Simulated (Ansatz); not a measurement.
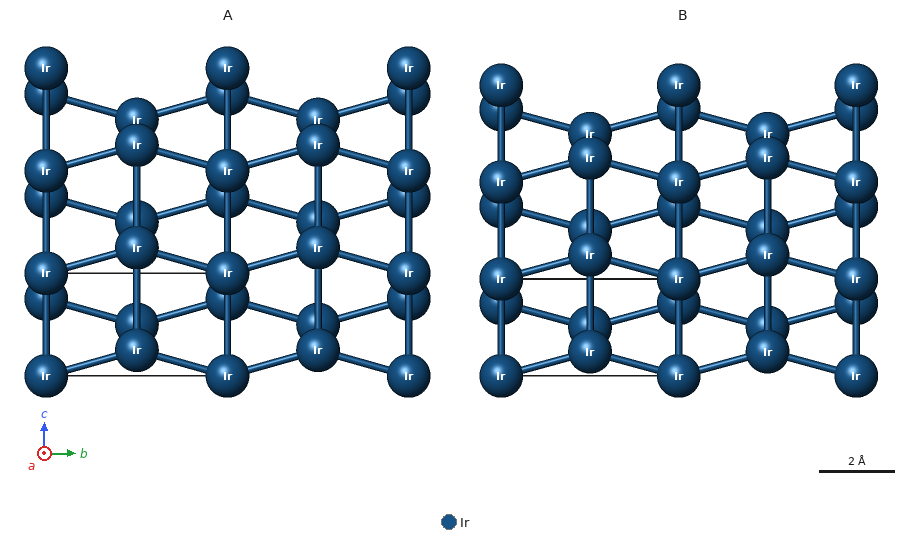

Two geometries of solid Ir (built on the beta-tin_141 type) (coarse preliminary run), drawn at one scale. One is the start of a relaxation, the other its converged end. The picture is a ball-and-stick view of the conventional cell (2 times the calculation's cell), repeated 1 × 2 × 3 with one cell outlined, seen along the a axis. Lengths and directions refer to the drawn axes.

Level of theory: DFT PBE, scalar-relativistic, plane waves, PAW in Ansatz 0.2.0. (plane-wave cutoff 420 eV; k-point mesh 8 × 8 × 8; occupations gaussian; smearing width 0.1 eV; no spin polarisation; cell and atoms relaxed; force threshold 0.04 eV/Å; at most 70 steps)

> Which one is relaxed?

Structure A is the relaxed one. Case: beta-tin type (I4_1/amd, No. 141). Over 4 accepted moves (5 points after the start) the energy falls by 157 meV per atom. All forces vanish by symmetry, so only the cell relaxes. Pressure: 33.82 GPa at the start and 0.00 GPa at the end. At 1 point the geometry stayed and the basis and grid were re-selected for the new cell (energy shift of 0.6 meV per atom at most each time). The atoms keep their places relative to the cell (all moves are under 0.005 Å). The volume changes by +10.3 %, with a = b 4.758 → 4.857 Å (+2.1 %), c 2.596 → 2.748 Å (+5.9 %). Some distances before and after: Ir–Ir 2.596 → 2.748 Å, Ir–Ir 2.466 → 2.524 Å. The space group stays I4_1/amd (No. 141). The run took roughly 14 core-seconds on a shared host.
